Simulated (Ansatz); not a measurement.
Geometry relaxation, with input and output: NbH$_{2}$

- system: NbH$_{2}$ (Fm-3m, 3 atoms in the cell)
- method: DFT PBEsol, scalar-relativistic, plane waves, PAW, no spin polarisation (Ansatz 0.2.0)

The structure derives from an entry of the Crystallography Open Database.

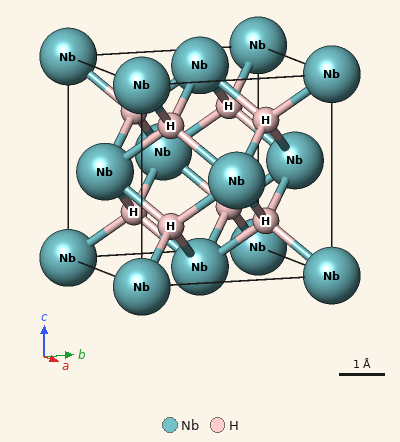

**Figure 1.** The starting structure (ball-and-stick view of the cell 4 times as large as that of the calculation, set on its symmetry axes, seen slightly off an axis). An atom can appear more than once, as a periodic image. Near neighbours in the periodic cell (some may lie outside the picture): Nb has 8 H at 1.98 Å; H has 4 Nb at 1.98 Å.

### The input
```yaml
crystal:
  lattice:
    - [0.0, 2.2815, 2.2815]
    - [2.2815, 0.0, 2.2815]
    - [2.2815, 2.2815, 0.0]
  atoms:
    - { symbol: Nb, position: [0.0, 0.0, 0.0] }
    - { symbol: H, position: [0.25, 0.25, 0.25] }
    - { symbol: H, position: [0.75, 0.75, 0.75] }
basis:
  ecutwfc: 420
kpoints:
  mp_grid: { grid: [16, 16, 16] }
hamiltonian:
  xc: pbesol
scf:
  occupations: { method: gaussian, width: 0.1 }
output:
  forces: true
  stress: true
  eigenvalues: true
relax:
  adjacent_minimum: "off"
  f_tol: 0.005
  max_steps: 80
  cell: { stress_tol: 0.05 }
```

Machine: 1 thread of Arm Neoverse V1, 24 GiB of memory available, shared host.

Launched with:
```bash
ansatz run input.yaml --threads 1 --pin off --max-ram 3072MiB --backend cpu --events-out ev --progress --plain --runs-dir out
```

### What the program printed
```
Engine: ansatz 0.2.0, aarch64-unknown-linux-gnu
Pseudopotentials: kind: paw
Pseudopotential: Nb, paw, valence charge 13, recommended cutoff 420 eV (normal), Nb.paw.azcp
Pseudopotential: H, paw, valence charge 1, recommended cutoff 420 eV (normal), H.paw.azcp
Functional definition: PBEsol
  exchange = pbesol_x
  correlation = pbesol_c
Crystal: 3 atoms, lattice volume = 23.752 Å³
Basis set: ecut = 420 eV, 459 PW (Γ), exchange–correlation on 48×48×48 points (8 copies of the dense FFT grid, shifted against one another)
Bands: 12, of which v1, the nominal top of the filled ones, is band 8 counted from 1 (7 counted from 0)
Symmetry: 48 space group operations
Space group: Fm-3m (ITA 225), of the structure as read, at distance tolerance 2.9e-5 Å
k-points: 145 of 4096
Non-local potential: Nb, projectors of the file, l = 0: 3, l = 1: 2, l = 2: 2, l = 3: 1
Non-local potential: H, projectors of the file, l = 0: 2, l = 1: 1
PAW form: soft (Blöchl's): semilocal exchange-correlation on the pseudo side does not see the compensation charge
PAW frozen core: Nb, regenerated for the run's functional, and the local potential with it (the file was generated under x = pbe(κ = 0.804, μ = 0.2195149727645171), c = pbe(β = 0.06672455060314922))
PAW one-centre angular grid: Nb, 590 points (default); XC on 64 Gauss nodes
PAW one-centre angular grid: H, 110 points (default); XC on 64 Gauss nodes
Initial density: superposition of atomic densities (neutral atoms: chi_scale 0, normalization atom), corrected by the library's trained network
Initial wavefunctions: pseudopotential atomic-orbital guess
Functional: x = pbesol(κ = 0.804, μ = 0.12345679012345678), c = pbesol(β = 0.046)
SCF iter   1: F=—  HF=-4527.695910 eV  |F-HF|=—  |Δ(HF+E_count)|=         —  Δρ=7.73e-3  dr2=8.92e-3  ethr=1.77e-3  ⟨swp⟩=5.0  Hψ=9510  notcnv=0
preconditioner: auto → none  [metal: Δε(μ)=0.024 eV  Ē_g=8.732 eV  σ=0.100 eV  W_gap=0.13  n_scr=8 (ndim 8)  ℏωp=20.2 eV  f_vac=0.000  D(μ)=0.89/eV (n_scr^D=8)  sad-step TF]
SCF iter   2: F=—  HF=-4527.694096 eV  |F-HF|=—  |Δ(HF+E_count)|=   1.81e-3  Δρ=4.21e-3  dr2=2.85e-3  ethr=5.95e-5  ⟨swp⟩=1.0  Hψ=2900  notcnv=0
SCF iter   3: F=—  HF=-4527.693226 eV  |F-HF|=—  |Δ(HF+E_count)|=   8.70e-4  Δρ=2.53e-4  dr2=9.93e-6  ethr=1.90e-5  ⟨swp⟩=2.0  Hψ=1927  notcnv=0
SCF iter   4: F=—  HF=-4527.693224 eV  |F-HF|=—  |Δ(HF+E_count)|=   2.22e-6  Δρ=1.20e-4  dr2=2.33e-6  ethr=6.62e-8  ⟨swp⟩=2.0  Hψ=2521  notcnv=0
iter 5 did not close the SCF: its close was put off for the readings that it lacked (scf_convergence_deferred on its scf_iter line)
SCF iter   5: F=-4527.693223 eV  HF=-4527.693223 eV  |F-HF|=4.80e-9  |Δ(HF+E_count)|=   4.44e-7  Δρ=2.66e-5  dr2=5.63e-8  ethr=1.56e-8  ⟨swp⟩=2.2  Hψ=2595  notcnv=0
SCF iter   6: F=-4527.693223 eV  HF=-4527.693223 eV  |F-HF|=2.87e-9  |Δ(HF+E_count)|=   1.20e-8  Δρ=7.79e-6  dr2=5.72e-9  ethr=3.76e-10  ⟨swp⟩=3.2  Hψ=5745  notcnv=0
SCF 1 converged in 6 iterations: F = -4527.693223 eV  dr2 = 5.72e-9
  greatest PAW one-centre occupation: 0.997 electrons in one spin orbital (limit 2), on the Nb atom at site 0 (counted from 0), in its partial waves of l = 0
relax step   1: F+E_penalty+E_count = -4527.69322332 eV  Δ(F+E_penalty+E_count) = +0.000e0 eV  max|allowed force component| = 1.349e-18 eV/Å  Δτ_max = 0.0000 Å  P = -5.373 GPa  Ω = 23.752 Å³  (6 SCF iters, dr2 threshold 1.00e-7 eV, accepted)
Crystal: 3 atoms, lattice volume = 22.068 Å³
Basis set: ecut = 420 eV, 411 PW (Γ), exchange–correlation on 48×48×48 points (8 copies of the dense FFT grid, shifted against one another)
Initial density: handed on by an earlier stage of this run
Initial wavefunctions: those handed on with the density
iter 1 solved again at ethr=1.06e-4 eV; its pass at ethr=3.10e-3 eV (dr2=1.59e-2 eV) is discarded
SCF iter   1: F=—  HF=-4527.685300 eV  |F-HF|=—  |Δ(HF+E_count)|=         —  Δρ=9.48e-3  dr2=1.52e-2  ethr=1.06e-4  ⟨swp⟩=1.0  Hψ=11741  notcnv=0
preconditioner: auto → none  [metal: Δε(μ)=0.021 eV  Ē_g=9.366 eV  σ=0.100 eV  W_gap=0.12  n_scr=8 (ndim 8)  ℏωp=20.9 eV  f_vac=0.000  D(μ)=0.81/eV (n_scr^D=8)]
SCF iter   2: F=—  HF=-4527.680019 eV  |F-HF|=—  |Δ(HF+E_count)|=   5.28e-3  Δρ=2.96e-3  dr2=1.11e-3  ethr=1.02e-4  ⟨swp⟩=2.1  Hψ=2220  notcnv=0
SCF iter   3: F=—  HF=-4527.679715 eV  |F-HF|=—  |Δ(HF+E_count)|=   3.04e-4  Δρ=6.69e-4  dr2=5.54e-5  ethr=7.38e-6  ⟨swp⟩=2.5  Hψ=2760  notcnv=0
SCF iter   4: F=—  HF=-4527.679710 eV  |F-HF|=—  |Δ(HF+E_count)|=   4.74e-6  Δρ=1.12e-4  dr2=9.30e-7  ethr=3.69e-7  ⟨swp⟩=2.1  Hψ=1995  notcnv=0
SCF iter   5: F=-4527.679711 eV  HF=-4527.679711 eV  |F-HF|=5.51e-10  |Δ(HF+E_count)|=   8.31e-7  Δρ=6.51e-6  dr2=2.59e-9  ethr=2.00e-9  ⟨swp⟩=5.1  Hψ=7599  notcnv=0
SCF 2 converged in 5 iterations: F = -4527.679711 eV  dr2 = 2.59e-9
  greatest PAW one-centre occupation: 0.998 electrons in one spin orbital (limit 2), on the Nb atom at site 0 (counted from 0), in its partial waves of l = 0
relax step   2: F+E_penalty+E_count = -4527.67971081 eV  Δ(F+E_penalty+E_count) = +1.351e-2 eV  max|allowed force component| = 2.891e-18 eV/Å  Δτ_max = 0.0000 Å  P = +9.222 GPa  Ω = 22.068 Å³  energy of the carried Pulay correction = +1.994e-3 eV  (5 SCF iters, dr2 threshold 3.00e-7 eV, rejected (line search))
Crystal: 3 atoms, lattice volume = 23.103 Å³
iter 1 solved again at ethr=4.27e-5 eV; its pass at ethr=3.10e-3 eV (dr2=6.41e-3 eV) is discarded
SCF iter   1: F=—  HF=-4527.708278 eV  |F-HF|=—  |Δ(HF+E_count)|=         —  Δρ=6.01e-3  dr2=6.58e-3  ethr=4.27e-5  ⟨swp⟩=1.0  Hψ=11489  notcnv=0
preconditioner: auto → none  [metal: Δε(μ)=0.025 eV  Ē_g=8.936 eV  σ=0.100 eV  W_gap=0.14  n_scr=8 (ndim 8)  ℏωp=20.4 eV  f_vac=0.000  D(μ)=0.85/eV (n_scr^D=8)]
SCF iter   2: F=—  HF=-4527.706002 eV  |F-HF|=—  |Δ(HF+E_count)|=   2.28e-3  Δρ=1.89e-3  dr2=4.92e-4  ethr=4.27e-5  ⟨swp⟩=2.1  Hψ=2238  notcnv=0
SCF iter   3: F=—  HF=-4527.705864 eV  |F-HF|=—  |Δ(HF+E_count)|=   1.38e-4  Δρ=4.33e-4  dr2=2.60e-5  ethr=3.28e-6  ⟨swp⟩=2.5  Hψ=2800  notcnv=0
SCF iter   4: F=—  HF=-4527.705860 eV  |F-HF|=—  |Δ(HF+E_count)|=   4.16e-6  Δρ=7.74e-5  dr2=4.58e-7  ethr=1.74e-7  ⟨swp⟩=2.2  Hψ=2085  notcnv=0
SCF iter   5: F=—  HF=-4527.705861 eV  |F-HF|=—  |Δ(HF+E_count)|=   1.72e-6  Δρ=3.48e-6  dr2=9.85e-10  ethr=3.06e-9  ⟨swp⟩=1.8  Hψ=2090  notcnv=0
SCF iter   6: F=-4527.705861 eV  HF=-4527.705861 eV  |F-HF|=3.64e-12  |Δ(HF+E_count)|=  5.34e-10  Δρ=5.73e-7  dr2=1.53e-11  ethr=1.00e-12  ⟨swp⟩=6.1  Hψ=7347  notcnv=0
SCF 3 converged in 6 iterations: F = -4527.705861 eV  dr2 = 1.53e-11
relax step   3: F+E_penalty+E_count = -4527.70586141 eV  Δ(F+E_penalty+E_count) = -1.264e-2 eV  max|allowed force component| = 2.313e-18 eV/Å  Δτ_max = 0.0000 Å  P = -0.377 GPa  Ω = 23.103 Å³  energy of the carried Pulay correction = +7.515e-4 eV  (6 SCF iters, accepted)
Crystal: 3 atoms, lattice volume = 23.055 Å³
iter 1 solved again at ethr=8.75e-8 eV; its pass at ethr=3.10e-3 eV (dr2=1.31e-5 eV) is discarded
SCF iter   1: F=—  HF=-4527.705976 eV  |F-HF|=—  |Δ(HF+E_count)|=         —  Δρ=2.64e-4  dr2=1.28e-5  ethr=8.75e-8  ⟨swp⟩=2.0  Hψ=10181  notcnv=0
preconditioner: auto → none  [metal: Δε(μ)=0.024 eV  Ē_g=8.981 eV  σ=0.100 eV  W_gap=0.14  n_scr=8 (ndim 8)  ℏωp=20.5 eV  f_vac=0.000  D(μ)=0.85/eV (n_scr^D=8)]
SCF iter   2: F=—  HF=-4527.705971 eV  |F-HF|=—  |Δ(HF+E_count)|=   5.19e-6  Δρ=8.25e-5  dr2=9.30e-7  ethr=8.53e-8  ⟨swp⟩=2.2  Hψ=2230  notcnv=0
SCF iter   3: F=-4527.705971 eV  HF=-4527.705971 eV  |F-HF|=1.43e-8  |Δ(HF+E_count)|=   2.61e-7  Δρ=1.93e-5  dr2=5.12e-8  ethr=2.00e-9  ⟨swp⟩=5.0  Hψ=7780  notcnv=0
SCF 4 converged in 3 iterations: F = -4527.705971 eV  dr2 = 5.12e-8
relax step   4: F+E_penalty+E_count = -4527.70597064 eV  Δ(F+E_penalty+E_count) = -1.092e-4 eV  max|allowed force component| = 2.506e-18 eV/Å  Δτ_max = 0.0000 Å  P = +0.018 GPa  Ω = 23.055 Å³  energy of the carried Pulay correction = +8.074e-4 eV  (3 SCF iters, dr2 threshold 3.00e-7 eV, accepted)
Initial wavefunctions: pseudopotential atomic-orbital guess (no wavefunctions were taken with the density)
iter 1 solved again at ethr=2.46e-8 eV; its pass at ethr=3.10e-3 eV (dr2=3.68e-6 eV) is discarded
SCF iter   1: F=—  HF=-4527.705192 eV  |F-HF|=—  |Δ(HF+E_count)|=         —  Δρ=9.15e-5  dr2=2.10e-7  ethr=2.46e-8  ⟨swp⟩=3.0  Hψ=14380  notcnv=0
preconditioner: auto → none  [metal: Δε(μ)=0.024 eV  Ē_g=8.979 eV  σ=0.100 eV  W_gap=0.14  n_scr=8 (ndim 8)  ℏωp=20.5 eV  f_vac=0.000  D(μ)=0.85/eV (n_scr^D=8)]
SCF iter   2: F=—  HF=-4527.705191 eV  |F-HF|=—  |Δ(HF+E_count)|=   2.22e-8  Δρ=4.60e-5  dr2=5.04e-8  ethr=1.40e-9  ⟨swp⟩=1.2  Hψ=1817  notcnv=0
SCF iter   3: F=—  HF=-4527.705192 eV  |F-HF|=—  |Δ(HF+E_count)|=   1.41e-7  Δρ=3.15e-6  dr2=1.73e-9  ethr=3.36e-10  ⟨swp⟩=2.1  Hψ=2082  notcnv=0
SCF iter   4: F=-4527.705192 eV  HF=-4527.705192 eV  |F-HF|=1.82e-11  |Δ(HF+E_count)|=  3.99e-10  Δρ=7.59e-7  dr2=2.70e-11  ethr=1.00e-12  ⟨swp⟩=4.3  Hψ=8214  notcnv=0
SCF 5 converged in 4 iterations: F = -4527.705192 eV  dr2 = 2.70e-11
relax step   5: F+E_penalty+E_count = -4527.70519163 eV  Δ(F+E_penalty+E_count) = +7.790e-4 eV  max|allowed force component| = 2.506e-18 eV/Å  Δτ_max = 0.0000 Å  P = +0.005 GPa  Ω = 23.055 Å³  stress off target by 5.08e-3 GPa  SCF on the basis re-selected at this cell (its energy is not comparable with the rows above)  (4 SCF iters)
```

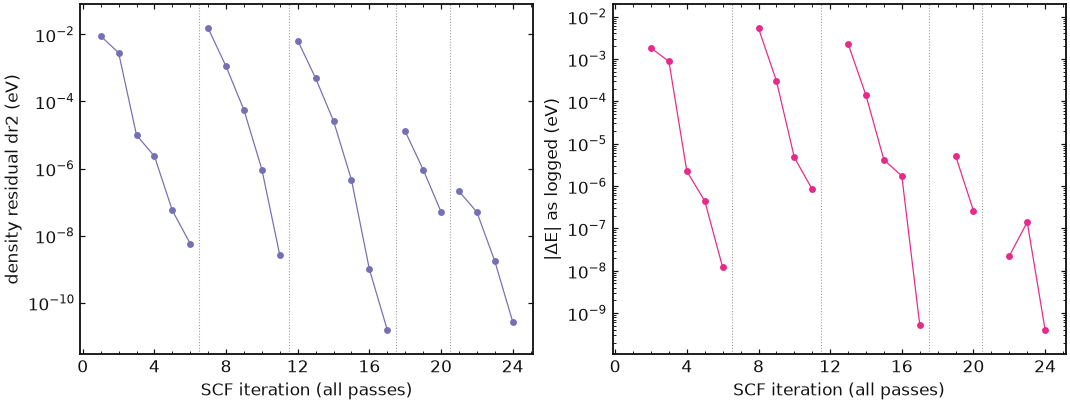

**Figure 2.** Convergence of the self-consistent field: density residual dr2 and size of the energy change against the SCF iteration. The dotted lines part the SCF passes of the relaxation: geometry steps, rejected trials and re-solves on a re-selected basis. The 5 passes take 3 to 6 iterations each, 24 in all.

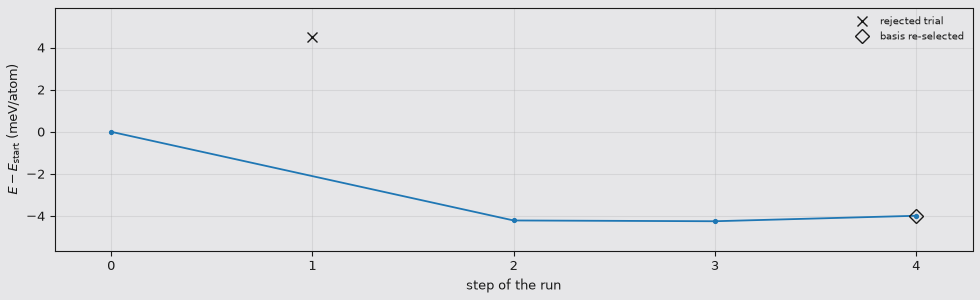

**Figure 3.** Progress of the relaxation, step by step (the first geometry is step 0 here and step 1 in the log).

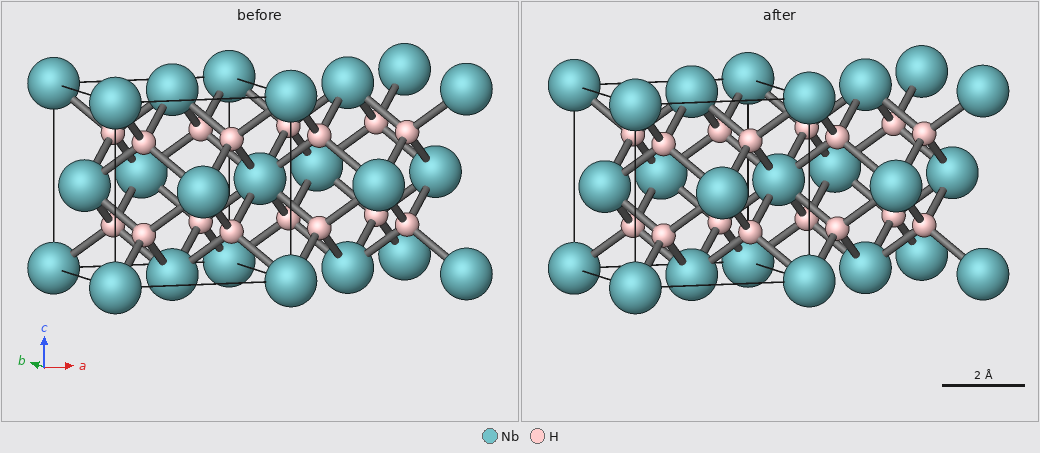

**Figure 4.** Before (left) and after (right) the relaxation, at one scale (ball-and-stick view of the cell 4 times as large as that of the calculation, set on its symmetry axes, repeated 2 × 1 × 1, seen slightly off an axis). After 3 geometry steps the energy has fallen by 4.2 meV per atom. All forces vanish by symmetry, so only the cell relaxes. Pressure: −5.37 GPa at the start and 0.01 GPa at the end. The line search rejected the trial step at point 1 (counted from 0) and went back. No atom moves by more than 0.005 Å relative to the cell. The volume changes by −2.9 %, with a = b = c 4.563 → 4.518 Å (−1.0 %). Distances before and after: Nb1–H2 1.976 → 1.956 Å. The space group stays Fm-3m (No. 225). A last SCF at the same geometry on a re-selected plane-wave basis shifts the energy by +0.3 meV per atom. (Atoms are counted from 1 in the order of the input.)

```
basis re-selected at this cell: Δ(F+E_penalty+E_count) = +7.790e-4 eV, ΔP = -0.013 GPa vs the last step (what re-selecting the basis moved, of the pressure what is left beyond the Pulay correction that the steps carried, after the strain that the cell walked since its last selection, with what the two solves' SCF thresholds leave and, on support functions, any second-order correction that the steps lacked; it is no measure of the basis error at this ecutwfc). This SCF's stress stands 5.08e-3 GPa from its target on what of the cell is left free (relax.cell.stress_tol is 5.00e-2 GPa) and its largest allowed force component is 2.51e-18 eV/Å (relax.f_tol is 5.00e-3 eV/Å): within both
SCF converged after 4 iterations
Free energy (F): -4527.705192 eV
Harris-Foulkes:  -4527.705192 eV  (|F-HF|=1.82e-11)
Internal energy: -4527.700930 eV  (E = F + TS)
E sigma→0 (E₀):  -4527.703061 eV
Entropy (-TS):   -0.004262 eV (-1.421 meV/atom)
Fermi energy:    15.567907 eV
--- Per-component energies (eV) ---
  E_band       = -97.820445
  E_kinetic    = 424.340070
  E_local      = -790.430797  (includes V_loc(G=0)·N_el)
  E_nonlocal   = 124.087222
  E_hartree    = 245.684233
  E_xc         = -193.548020
  E_vxc        = -237.450549  (∫ρ·V_xc dr)
  E_paw        = -3018.689117  (= ΣΔE_a)
  E_vpaw       = -109.732369  (= ΣTr[D̂ρ^β])
  E_aug_tail   = -0.002498  (compensation charges beyond the density's cutoff)
  E_ewald      = -1319.330732
  E_core_change = 0.188709  (= ΣΔE_core)
  E_smearing   = -0.004262  (= −TS)
  E_closure    = -0.000000  (closes the sum)
  Σ components = -4527.705192   (vs F -4527.705192, Δ=0.00e0)
--- Forces (eV/Å), atoms counted from 1 ---
  atom   1  Nb     0.00000000     0.00000000     0.00000000
  atom   2  H     -0.00000000    -0.00000000    -0.00000000
  atom   3  H      0.00000000     0.00000000     0.00000000
  max |Σ_I F_I| component: 4.34e-19 eV/Å
--- Stress (GPa, compression-positive) ---
        0.005083      -0.000000       0.000000
       -0.000000       0.005083      -0.000000
       -0.000000      -0.000000       0.005083
  P = ⅓ Tr σ = 0.0051 GPa (0.051 kbar)
--- Band table (eV; the first three rows and the last of 145) ---
  k-point 0: bands = ["-39.7052", "-15.4874", "-15.4874", "-15.4874", "4.7200", "14.1410", "14.1410", "14.1410", "14.4442", "16.8740", "16.8740", "28.0215"]
  k-point 1: bands = ["-39.7015", "-15.5182", "-15.4910", "-15.4910", "4.8318", "13.0225", "14.1983", "14.1983", "15.6994", "16.8240", "16.8240", "26.9118"]
  k-point 2: bands = ["-39.6910", "-15.6053", "-15.5015", "-15.5015", "5.1515", "11.9390", "14.3478", "14.3478", "16.7151", "16.7151", "17.1753", "25.6500"]
  k-point 144: bands = ["-39.5746", "-15.9933", "-15.9933", "-15.7501", "9.0631", "9.0631", "12.2634", "15.8861", "18.5677", "20.6155", "20.6155", "22.2494"]
--- Relaxed structure (4 steps of the walk, 3 accepted, 1 SCFs on fresh bases) ---
  F+E_penalty+E_count = -4527.70519163 eV   max|allowed force component| = 2.506e-18 eV/Å   (the final SCF, on the basis selected at the relaxed cell)
  cell:  # Å, volume = 23.0550 Å³
    - [6.471122481777399e-33, 2.2589758079749314, 2.2589758079749314]
    - [2.2589758079749314, 2.0381488131582357e-33, 2.2589758079749314]
    - [2.2589758079749314, 2.2589758079749314, 6.063492719145751e-33]
  atoms:
    - { symbol: Nb, position: [5.816302654159961e-35, -9.570373686839356e-35, 2.7152554147856505e-36] }
    - { symbol: H, position: [0.25, 0.25, 0.25] }
    - { symbol: H, position: [0.7500000000000001, 0.7500000000000001, 0.7500000000000001] }
```

### Trajectory as extended XYZ (Å, eV, eV/Å), 5 frames, from step=1 to step=5
```
3
Lattice="0.0000 2.2815 2.2815 2.2815 0.0000 2.2815 2.2815 2.2815 0.0000" Properties=species:S:1:pos:R:3:forces:R:3 step=1 energy=-4527.69322 pressure_GPa=-5.37
Nb    0.0000    0.0000    0.0000    0.0000   0.0000   0.0000
H     1.1407    1.1407    1.1407    0.0000   0.0000   0.0000
H     3.4223    3.4223    3.4223    0.0000   0.0000   0.0000
3
Lattice="0.0000 2.2263 2.2263 2.2263 0.0000 2.2263 2.2263 2.2263 0.0000" Properties=species:S:1:pos:R:3:forces:R:3 step=2 energy=-4527.67971 pressure_GPa=9.22 accepted=F
Nb    0.0000    0.0000    0.0000    0.0000   0.0000   0.0000
H     1.1131    1.1131    1.1131    0.0000   0.0000   0.0000
H     3.3394    3.3394    3.3394    0.0000   0.0000   0.0000
3
Lattice="0.0000 2.2605 2.2605 2.2605 0.0000 2.2605 2.2605 2.2605 0.0000" Properties=species:S:1:pos:R:3:forces:R:3 step=3 energy=-4527.70586 pressure_GPa=-0.38
Nb    0.0000    0.0000    0.0000    0.0000   0.0000   0.0000
H     1.1303    1.1303    1.1303    0.0000   0.0000   0.0000
H     3.3908    3.3908    3.3908    0.0000   0.0000   0.0000
3
Lattice="0.0000 2.2590 2.2590 2.2590 0.0000 2.2590 2.2590 2.2590 0.0000" Properties=species:S:1:pos:R:3:forces:R:3 step=4 energy=-4527.70597 pressure_GPa=0.02
Nb    0.0000    0.0000    0.0000    0.0000   0.0000   0.0000
H     1.1295    1.1295    1.1295    0.0000   0.0000   0.0000
H     3.3885    3.3885    3.3885    0.0000   0.0000   0.0000
3
Lattice="0.0000 2.2590 2.2590 2.2590 0.0000 2.2590 2.2590 2.2590 0.0000" Properties=species:S:1:pos:R:3:forces:R:3 step=5 energy=-4527.70519 pressure_GPa=0.01
Nb    0.0000    0.0000    0.0000    0.0000   0.0000   0.0000
H     1.1295    1.1295    1.1295    0.0000   0.0000   0.0000
H     3.3885    3.3885    3.3885    0.0000   0.0000   0.0000
```

### Results in brief

| quantity | value |
| --- | --- |
| outcome | converged |
| space group (tolerance 0.01 Å) | Fm-3m (225) |
| electrons treated | 15 |
| free energy | −4527.7052 eV |
| Fermi energy | 15.568 eV |
| gap on the k-point mesh | none (metallic) |
| pressure | 0.01 GPa |
| final volume | 23.05 Å³ |
| largest force (length of the vector) at the end | under 0.001 eV/Å |
| final cell | a = 3.195 Å, b = 3.195 Å, c = 3.195 Å, α = 60.00°, β = 60.00°, γ = 60.00° |
| wall time | 13 s |
| peak memory | 0.33 GiB |
